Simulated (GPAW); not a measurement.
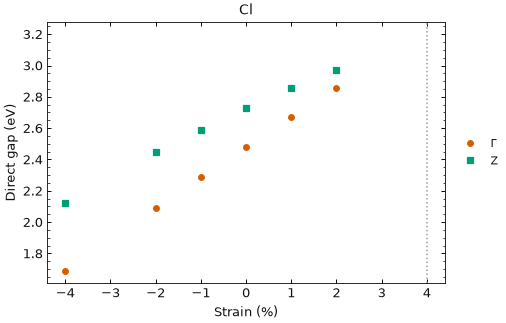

Direct gap at each named k point. One run is left out (dotted line).

System: Cl, space group Cmce, 4 atoms in the primitive cell; unstrained, a = 3.87 Å, b = 3.87 Å, c = 8.21 Å, α = 90.00°, β = 90.00°, γ = 71.16°. The cell is strained along x and y by the value listed, with the other lengths changed so as to keep the volume. The atoms keep their fractional positions. GPAW; PBEsol, PAW data sets generated in the run's folder for this functional, no spin polarisation, no spin-orbit coupling, 5×5×2 k mesh, 600 eV cutoff, Fermi-Dirac smearing of 0.05 eV.

| strain | Γ (eV) | Z (eV) | gap on the mesh (eV) |
| --- | --- | --- | --- |
| −4 % | 1.69 | 2.12 | 1.69 |
| −2 % | 2.09 | 2.45 | 2.09 |
| −1 % | 2.29 | 2.59 | 2.25 |
| 0 % | 2.48 | 2.73 | 2.41 |
| +1 % | 2.67 | 2.85 | 2.50 |
| +2 % | 2.85 | 2.97 | 2.60 |

Q: Fill in the row for +4 %.

A: Fits through the other points give 3.26 eV at Γ (a straight line) and 3.17 eV at Z (a parabola). The run itself gives 3.20 and 3.17 eV; the largest miss is 0.06 eV, at Γ, at the end of the range, where the fit has to extrapolate.

The smallest gap on the k mesh is 1.69, 2.09, 2.29, 2.43, 2.55, 2.66 and 2.78 eV in turn; it lies up to 0.39 eV under the lowest value plotted. LDA, GGA and most meta-GGA functionals understate gaps.
